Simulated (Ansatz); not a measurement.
## WSi$_{2}$: a changed input and its effect

System: WSi$_{2}$ (P6₂22, 9 atoms in the cell).
Method of the first run: Kohn-Sham DFT of a periodic cell, revPBE, Ansatz PAW, no spin polarisation (Ansatz 0.2.0).

The structure derives from a Materials Project entry. Text and figures count atoms from 1; the logs count them from 0 in places.

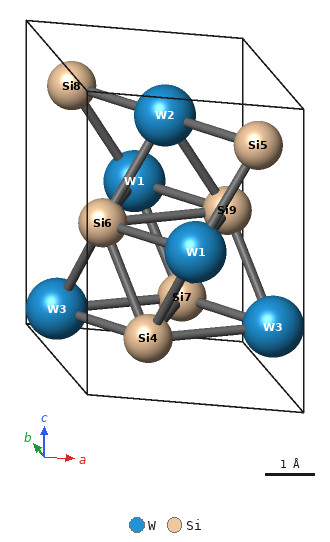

Fig. 1: The input geometry (ball-and-stick view of the cell of the calculation, seen slightly off an axis; atoms are numbered from 1 in the order of the input). An atom can appear more than once, as a periodic image. Near neighbours in the periodic cell (some may lie outside the picture): W has 10 Si at 2.59 to 2.69 Å; Si has 5 Si at 2.57 to 2.69 Å and 5 W at 2.59 to 2.69 Å.

**Input file, the first run**
```yaml
crystal:
  lattice:
    - [4.6168523821, 0.0, 0.0]
    - [-2.3084261911, 3.9983114484, 0.0]
    - [0.0, 0.0, 6.653222]
  atoms:
    - { symbol: W, position: [0.5, 0.0, 0.5] }
    - { symbol: W, position: [0.5, 0.5, 0.8333333333] }
    - { symbol: W, position: [0.0, 0.5, 0.1666666667] }
    - { symbol: Si, position: [0.327252, 0.163626, 0.1666666667] }
    - { symbol: Si, position: [0.836374, 0.163626, 0.8333333333] }
    - { symbol: Si, position: [0.163626, 0.327252, 0.5] }
    - { symbol: Si, position: [0.672748, 0.836374, 0.1666666667] }
    - { symbol: Si, position: [0.163626, 0.836374, 0.8333333333] }
    - { symbol: Si, position: [0.836374, 0.672748, 0.5] }
hamiltonian:
  xc: revpbe
  pseudopotentials: { kind: paw }
kpoints:
  mp_grid: { grid: [7, 7, 4] }
scf:
  occupations: { method: fermi_dirac, width: 0.05 }
output:
  forces: true
  stress: true
  eigenvalues: true
  write_density: true
  write_potential: true
  elf: true
  volumetric_format: npy
relax:
  f_tol: 0.01
  max_steps: 40
  cell: { stress_tol: 0.05 }
```

Command:
```bash
ansatz run input.yaml --threads 4 --pin off --max-ram 11264MiB --backend cpu --events-out ev --progress --plain --runs-dir out
```

Hardware: 4 threads of Arm Neoverse V1, 24 GiB of memory available, shared host.

**Output, shortened to warnings, some set-up lines, iterations and results (the first run)**
```
Basis set: ecut = 420 eV, 2405 PW (Γ), exchange–correlation on 64×64×90 points (8 copies of the dense FFT grid, shifted against one another)
Symmetry: 12 space group operations
k-points: 24 of 196 (time reversal used)
Initial density: superposition of atomic densities (neutral atoms: chi_scale 0, normalization atom), corrected by the library's trained network
[...]
SCF iter   1: F=—  HF=-35012.097926 eV  |F-HF|=—  |Δ(HF+E_count)|=         —  Δρ=8.39e-3  dr2=1.00e-1  ethr=1.77e-3  ⟨swp⟩=7.6  Hψ=4743  notcnv=0
SCF iter   2: F=—  HF=-35012.083141 eV  |F-HF|=—  |Δ(HF+E_count)|=   1.48e-2  Δρ=4.07e-3  dr2=1.71e-2  ethr=1.52e-4  ⟨swp⟩=2.0  Hψ=1305  notcnv=0  defer=20
SCF iter   3: F=—  HF=-35012.081126 eV  |F-HF|=—  |Δ(HF+E_count)|=   2.01e-3  Δρ=7.72e-4  dr2=4.23e-4  ethr=2.59e-5  ⟨swp⟩=2.0  Hψ=1279  notcnv=0  defer=19
SCF iter   4: F=—  HF=-35012.081109 eV  |F-HF|=—  |Δ(HF+E_count)|=   1.70e-5  Δρ=7.88e-5  dr2=5.30e-6  ethr=6.41e-7  ⟨swp⟩=3.0  Hψ=1847  notcnv=0  defer=19
SCF iter   5: F=—  HF=-35012.081048 eV  |F-HF|=—  |Δ(HF+E_count)|=   6.15e-5  Δρ=1.11e-5  dr2=1.06e-7  ethr=8.04e-9  ⟨swp⟩=2.0  Hψ=1457  notcnv=0  defer=20
[... 24 lines ...]
SCF iter   6: F=-35012.085067 eV  HF=-35012.085067 eV  |F-HF|=1.46e-11  |Δ(HF+E_count)|=  7.28e-12  Δρ=1.39e-8  dr2=2.39e-13  ethr=1.00e-12  ⟨swp⟩=1.0  Hψ=1008  notcnv=0
SCF iter   7: F=-35012.085067 eV  HF=-35012.085067 eV  |F-HF|=2.18e-11  |Δ(HF+E_count)|=  1.46e-11  Δρ=7.13e-9  dr2=3.80e-14  ethr=1.00e-12  ⟨swp⟩=1.0  Hψ=1008  notcnv=0
SCF iter   8: F=-35012.085067 eV  HF=-35012.085067 eV  |F-HF|=0.00e0  |Δ(HF+E_count)|=  7.28e-12  Δρ=1.74e-9  dr2=2.72e-15  ethr=1.00e-12  ⟨swp⟩=5.4  Hψ=2938  notcnv=0
SCF 4 converged in 8 iterations: F = -35012.085067 eV  dr2 = 2.72e-15
relax step   4: F+E_penalty+E_count = -35012.08506739 eV  Δ(F+E_penalty+E_count) = -2.655e-4 eV  max|allowed force component| = 2.684e-3 eV/Å  Δτ_max = 0.0000 Å  P = -0.006 …
basis re-selected at this cell: Δ(F+E_penalty+E_count) = -2.655e-4 eV, ΔP = +0.002 GPa vs the last step (what re-selecting the basis moved, of the pressure what is left beyond the Pulay correction that the steps carried, after the strain that the cell walked since its last selection, with what the …
SCF converged after 8 iterations
Free energy (F): -35012.085067 eV
Harris-Foulkes:  -35012.085067 eV  (|F-HF|=0.00e0)
Internal energy: -35012.081945 eV  (E = F + TS)
E sigma→0 (E₀):  -35012.083506 eV
Entropy (-TS):   -0.003122 eV (-0.347 meV/atom)
Fermi energy:    17.039053 eV
--- Per-component energies (eV) ---
  E_band       = -254.228584
  E_kinetic    = 1620.290972
  E_local      = -2868.140948  (includes V_loc(G=0)·N_el)
  E_nonlocal   = 146.916319
  E_hartree    = 1123.937748
  E_xc         = -1144.647024
  E_vxc        = -1012.387799  (∫ρ·V_xc dr)
  E_paw        = -28804.089088  (= ΣΔE_a)
  E_vpaw       = -388.782478  (= ΣTr[D̂ρ^β])
  E_aug_tail   = -0.000149  (compensation charges beyond the density's cutoff)
  E_ewald      = -5086.198474
  E_core_change = -0.151302  (= ΣΔE_core)
  E_smearing   = -0.003122  (= −TS)
  E_closure    = 0.000000  (closes the sum)
  Σ components = -35012.085067   (vs F -35012.085067, Δ=0.00e0)
--- Forces (eV/Å), atoms counted from 1 ---
  atom   1  W     -0.00000000    -0.00000000    -0.00000000
  atom   2  W      0.00000000     0.00000000     0.00000000
  atom   3  W     -0.00000000     0.00000000    -0.00000000
  atom   4  Si     0.00232418     0.00134187    -0.00000000
  atom   5  Si    -0.00232418     0.00134187    -0.00000000
  atom   6  Si    -0.00000000     0.00268373     0.00000000
  atom   7  Si    -0.00232418    -0.00134187     0.00000000
  atom   8  Si     0.00232418    -0.00134187    -0.00000000
  atom   9  Si     0.00000000    -0.00268373     0.00000000
  max |Σ_I F_I| component: 1.37e-16 eV/Å
--- Stress (GPa, compression-positive) ---
        0.007442      -0.000000       0.000000
       -0.000000       0.007442       0.000000
        0.000000       0.000000      -0.034268
  P = ⅓ Tr σ = -0.0065 GPa (-0.065 kbar)
--- Relaxed structure (3 steps of the walk, 3 accepted, 1 SCFs on fresh bases) ---
  F+E_penalty+E_count = -35012.08506739 eV   max|allowed force component| = 2.684e-3 eV/Å   (the final SCF, on the basis selected at the relaxed cell)
[...]
```

For the second run the input was changed thus:
```diff
-  xc: revpbe
+  xc: pbesol
+  dispersion: d4
-  write_density: true
-  write_potential: true
-  elf: true
-  volumetric_format: npy
```

How does the second run compare with the first run?

The total energies belong to different models, so their difference says nothing on which is more stable or more accurate. The volume per atom goes from 13.74 to 13.10 Å³. The functional changes from revPBE to PBEsol. The SCF takes 32 iterations over all geometry steps against 26.

**Output, shortened to warnings, some set-up lines, iterations and results (the second run)**
```
Basis set: ecut = 420 eV, 2405 PW (Γ), exchange–correlation on 64×64×90 points (8 copies of the dense FFT grid, shifted against one another)
Symmetry: 12 space group operations
k-points: 24 of 196 (time reversal used)
Initial density: superposition of atomic densities (neutral atoms: chi_scale 0, normalization atom), corrected by the library's trained network
[...]
SCF iter   1: F=—  HF=-34505.020873 eV  |F-HF|=—  |Δ(HF+E_count)|=         —  Δρ=9.02e-3  dr2=1.45e-1  ethr=1.77e-3  ⟨swp⟩=7.6  Hψ=4746  notcnv=0
SCF iter   2: F=—  HF=-34504.996013 eV  |F-HF|=—  |Δ(HF+E_count)|=   2.49e-2  Δρ=4.21e-3  dr2=2.42e-2  ethr=2.19e-4  ⟨swp⟩=2.1  Hψ=1356  notcnv=0  defer=32
SCF iter   3: F=—  HF=-34504.991656 eV  |F-HF|=—  |Δ(HF+E_count)|=   4.36e-3  Δρ=7.04e-4  dr2=3.28e-4  ethr=3.67e-5  ⟨swp⟩=2.0  Hψ=1305  notcnv=0  defer=31
SCF iter   4: F=—  HF=-34504.991638 eV  |F-HF|=—  |Δ(HF+E_count)|=   1.81e-5  Δρ=6.76e-5  dr2=2.47e-6  ethr=4.97e-7  ⟨swp⟩=2.7  Hψ=1795  notcnv=0  defer=31
SCF iter   5: F=—  HF=-34504.991528 eV  |F-HF|=—  |Δ(HF+E_count)|=   1.09e-4  Δρ=1.19e-5  dr2=9.97e-8  ethr=1.52e-10  ⟨swp⟩=10.6  Hψ=5170  notcnv=0
[... 32 lines ...]
SCF iter   6: F=-34505.135949 eV  HF=-34505.135949 eV  |F-HF|=7.28e-12  |Δ(HF+E_count)|=  7.28e-12  Δρ=8.64e-9  dr2=1.11e-13  ethr=1.00e-12  ⟨swp⟩=1.0  Hψ=1008  notcnv=0
SCF iter   7: F=-34505.135949 eV  HF=-34505.135949 eV  |F-HF|=7.28e-12  |Δ(HF+E_count)|=  7.28e-12  Δρ=2.06e-9  dr2=8.19e-15  ethr=1.00e-12  ⟨swp⟩=1.0  Hψ=1008  notcnv=0
SCF iter   8: F=-34505.135949 eV  HF=-34505.135949 eV  |F-HF|=7.28e-12  |Δ(HF+E_count)|=  1.46e-11  Δρ=3.57e-10  dr2=5.87e-17  ethr=1.00e-12  ⟨swp⟩=3.4  Hψ=2246  notcnv=0
SCF 5 converged in 8 iterations: F = -34505.135949 eV  dr2 = 5.87e-17
relax step   5: F+E_penalty+E_count = -34505.13594913 eV  Δ(F+E_penalty+E_count) = +1.233e-3 eV  max|allowed force component| = 3.342e-3 eV/Å  Δτ_max = 0.0000 Å  P = -0.007 …
basis re-selected at this cell: Δ(F+E_penalty+E_count) = +1.233e-3 eV, ΔP = -0.012 GPa vs the last step (what re-selecting the basis moved, of the pressure what is left beyond the Pulay correction that the steps carried, after the strain that the cell walked since its last selection, with what the …
SCF converged after 8 iterations
Free energy (F): -34505.135949 eV
Harris-Foulkes:  -34505.135949 eV  (|F-HF|=7.28e-12)
Internal energy: -34505.133520 eV  (E = F + TS)
E sigma→0 (E₀):  -34505.134735 eV
Entropy (-TS):   -0.002429 eV (-0.270 meV/atom)
Fermi energy:    17.794517 eV
--- Per-component energies (eV) ---
  E_band       = -210.144573
  E_kinetic    = 1634.839021
  E_local      = -2785.682010  (includes V_loc(G=0)·N_el)
  E_nonlocal   = 161.774950
  E_hartree    = 1099.597445
  E_xc         = -1141.879322
  E_vxc        = -1020.783045  (∫ρ·V_xc dr)
  E_paw        = -28303.762080  (= ΣΔE_a)
  E_vpaw       = -399.488162  (= ΣTr[D̂ρ^β])
  E_aug_tail   = -0.000216  (compensation charges beyond the density's cutoff)
  E_ewald      = -5167.804336
  E_disp       = -3.071712  (pairwise vdW)
  E_core_change = 0.854740  (= ΣΔE_core)
  E_smearing   = -0.002429  (= −TS)
  E_closure    = 0.000000  (closes the sum)
  Σ components = -34505.135949   (vs F -34505.135949, Δ=0.00e0)
--- Forces (eV/Å), atoms counted from 1 ---
  atom   1  W      0.00000000     0.00000000     0.00000000
  atom   2  W      0.00000000    -0.00000000    -0.00000000
  atom   3  W     -0.00000000    -0.00000000     0.00000000
  atom   4  Si     0.00289442     0.00167109    -0.00000000
  atom   5  Si    -0.00289442     0.00167109     0.00000000
  atom   6  Si    -0.00000000     0.00334219    -0.00000000
  atom   7  Si    -0.00289442    -0.00167109    -0.00000000
  atom   8  Si     0.00289442    -0.00167109     0.00000000
  atom   9  Si     0.00000000    -0.00334219     0.00000000
  max |Σ_I F_I| component: 1.11e-16 eV/Å
--- Stress (GPa, compression-positive) ---
       -0.006785      -0.000000       0.000000
       -0.000000      -0.006785       0.000000
        0.000000       0.000000      -0.008666
  P = ⅓ Tr σ = -0.0074 GPa (-0.074 kbar)
--- Relaxed structure (4 steps of the walk, 4 accepted, 1 SCFs on fresh bases) ---
[...]
```

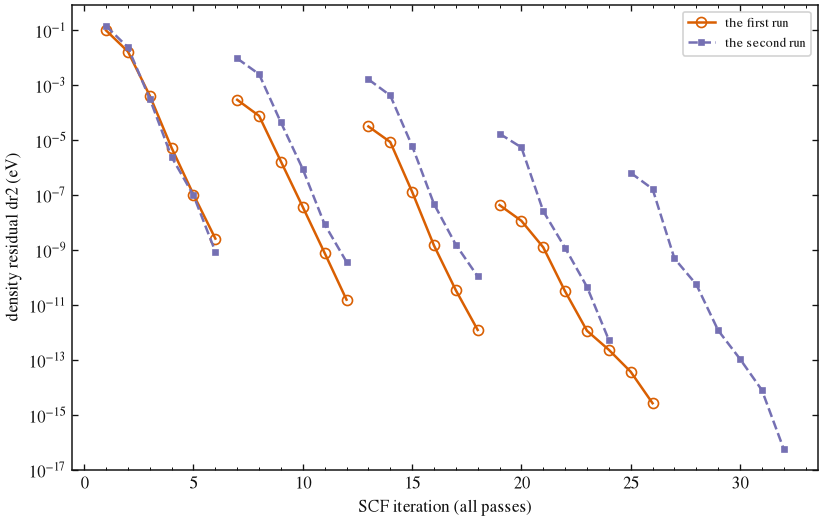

Fig. 2: Convergence of the two runs: density residual dr2 against the SCF iteration. A break in a curve parts two SCF passes. The first run takes 26 iterations in all, and the second run takes 32.

**The two runs side by side**

| quantity | the first run | the second run |
| --- | --- | --- |
| outcome | converged | converged |
| free energy per atom (eV) | −3890.2317 | −3833.9040 |
| gap on the mesh (eV) | 0.23 | 0.23 |
| pressure (GPa) | −0.01 | −0.01 |
| volume per atom (Å³) | 13.74 | 13.10 |
| largest force (eV/Å) | 0.003 | 0.003 |
| SCF iterations | 26 | 32 |
| irreducible k-points | 24 | 24 |
| wall time (shared host) | 19 s | 25 s |

For both runs: Spin–orbit coupling is left out, which matters for W. For the first run: Points of doubt noted for this run: forces on files of another functional.
